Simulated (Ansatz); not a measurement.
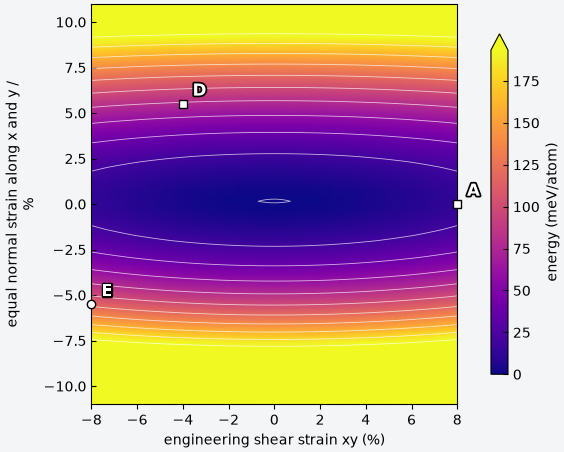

SnO (Pmn2_1, No. 31; 4 atoms in the cell). The energy is mapped over two homogeneous strains (x along [1 0 0], y along [0 1 0], z along [0 0 1] of the conventional cell). Coordinates scanned: (1) engineering shear strain xy; (2) equal normal strain along x and y. Nothing is relaxed (fractional coordinates fixed). Grid: 5 × 5 points; 15 points were computed and 10 follow by symmetry. Points are written as (first, second). All energies are given in meV/atom relative to the lowest grid point. Theory: DFT LDA+D3(BJ), scalar-relativistic, plane waves, PAW in Ansatz 0.2.0. Settings: cutoff 520 eV, k-mesh 8×6×8 in the order of the run's cell vectors, gaussian smearing 0.05 eV, no spin polarisation.

Drawn: a smooth colour map with a few white contour lines, one colour for all values above the top of the scale, lettered points. Between grid points the surface is interpolated.

> Rank the lettered points by energy, lowest first.

A (13 meV/atom), D (78 meV/atom), E (115 meV/atom).

PAW datasets: the set soft_1.
